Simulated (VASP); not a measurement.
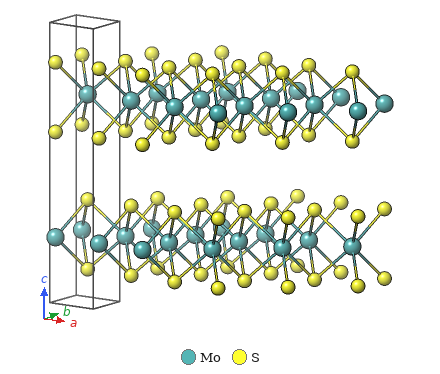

MoS2 (space group P6_3/mmc, No. 194): coordinates from a relaxation with VASP Kohn-Sham DFT of a periodic cell, PBEsol, VASP PAW PBE potentials, recommended in VASP 6.6.1.

Bonds are taken as Mo–S below 2.7 Å; no other contact counts. Simplification: prune 0- and 1-connected atoms, fold 2-connected ones into links.

What kind of net remains, and which atoms are its nodes?

Answer. A binodal (3,6)-connected, two-periodic (layers) net: S is a 3-connected node; Mo is a 6-connected node, in the ratio 2:1.

Which named net is it?

Answer. It is the net of the trigonal-prismatic layers of 2H-MoS2.

How do the layers lie?

Answer. The layers lie parallel to (001).

Give the first six terms of the coordination sequence (nodes one, two, three … edges away).

Answer. S: 3, 13, 9, 24, 15, 36; Mo: 6, 6, 18, 12, 30, 18.

How many nodes does the smallest cycle have?

Answer. Four.

The simplified net, drawn on the atoms' positions. Nodes are coloured by element. One layer is drawn. Edges to nodes outside the piece are drawn as stubs.

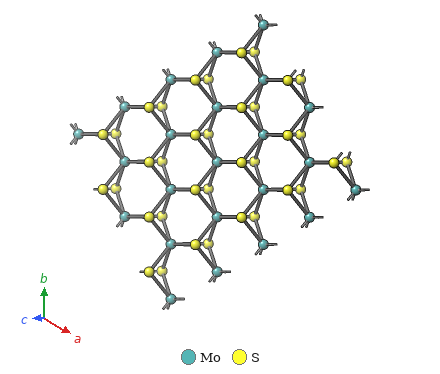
